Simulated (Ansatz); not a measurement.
## ZrB2 in space group P6/mmm: the states at the Fermi level

```
CELL_PARAMETERS angstrom
3.17000 0.00000 0.00000
-1.58500 2.74530 0.00000
0.00000 0.00000 3.53300
ATOMIC_POSITIONS crystal
Zr 0.00000 0.00000 0.00000
B 0.33333 0.66667 0.50000
B 0.66667 0.33333 0.50000
```

All numbers here come from Ansatz 0.2.0, DFT PBE, scalar-relativistic, plane waves, PAW; levels and slopes on a dense k mesh at the converged density. No spin polarisation. Mesh 30×30×24, interpolated with the band slopes. Cell and positions as given, without relaxation.

### 1. The sheets

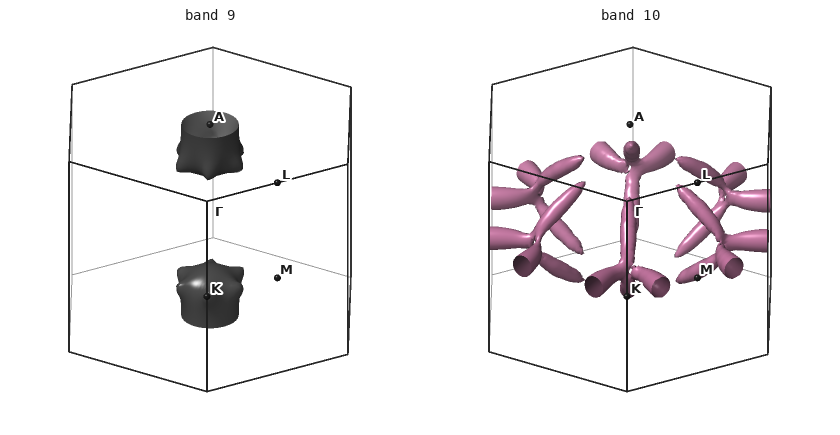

Computed Fermi surface of this crystal. Each panel holds one band. The brighter face of a sheet looks towards empty states.

Summarise the topology of this Fermi surface.

Answer. Two bands cross the Fermi level; this is a three-dimensional metal.

Band 9: one hole pocket centred at A (2.0 % of the zone).
Band 10: two electron pockets in a ring or shell around K (each 1.0 % of the zone).
A pocket cut by a face of the zone is counted once with the part on the opposite face.

### 2. Cuts and bands

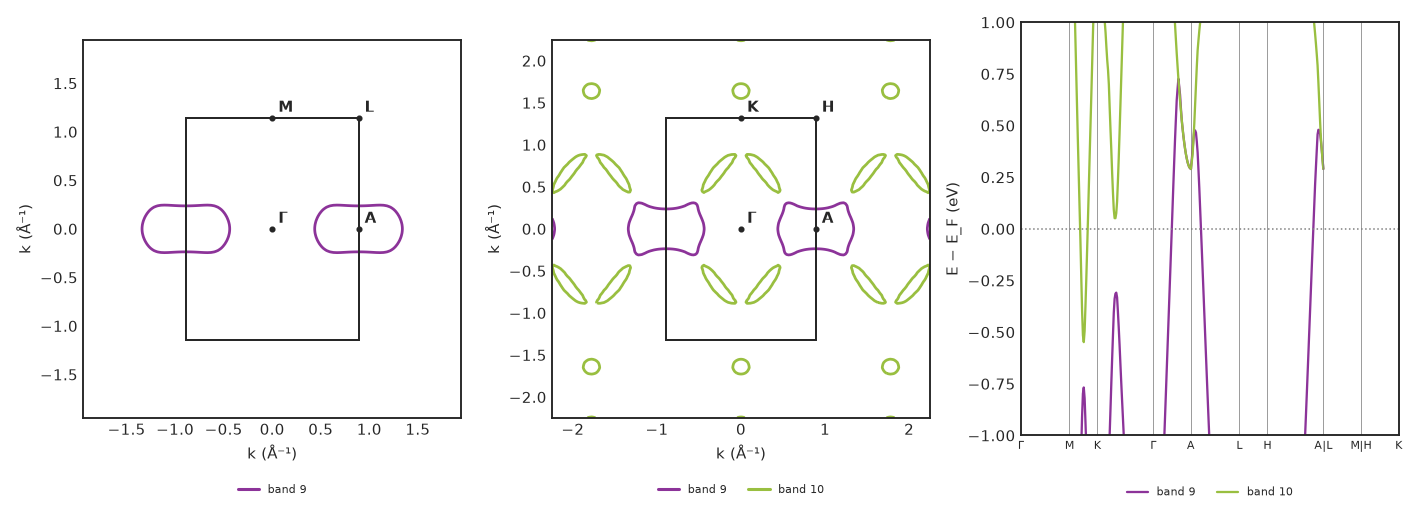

This crystal: cuts through the Fermi surface in the plane through Γ, A and M and the plane through Γ, A and K, and the bands that cross the Fermi level.

Give each band's level at the labelled points, in eV from the Fermi level.

Answer.
```json
{"band": "band 9", "Γ": "below", "A": "+0.29", "K": "below", "H": "below", "M": "below", "L": "below"}
{"band": "band 10", "Γ": "above", "A": "+0.29", "K": "above", "H": "above", "M": "above", "L": "above"}
```

Negative values are filled states; "above" and "below" lie outside the plotted window.

### 3. Weight on the atoms

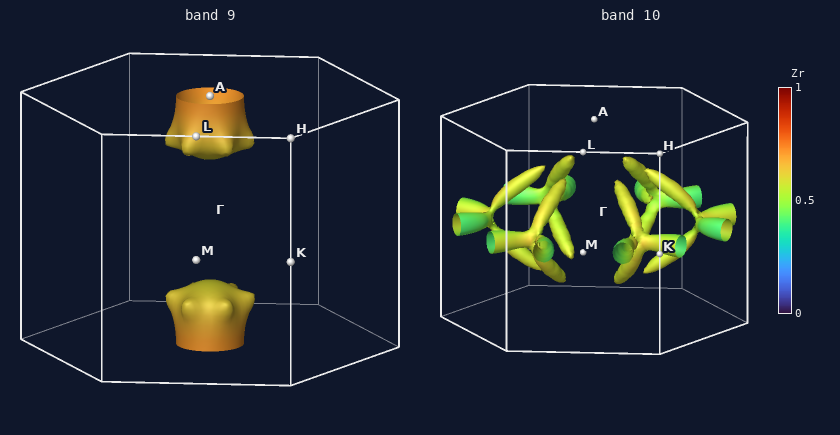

Fermi surface of this crystal, coloured by the weight of the states on Zr (Voronoi cells).

How much Zr character do the sheets have, and what else?

Answer. Band 9: Zr (65 %) and B (35 %). Band 10: Zr (55 %) and B (45 %).

Spin-orbit coupling is left out; with Zr it can split, shift or remove sheets. Necks and pockets thinner than about two mesh steps aren't resolved, so separate pockets may in truth be joined.

The run (self-consistency and the dense mesh) took 27 s on 1 thread of Arm Neoverse V2, on a shared host, peak memory 0.51 GiB.
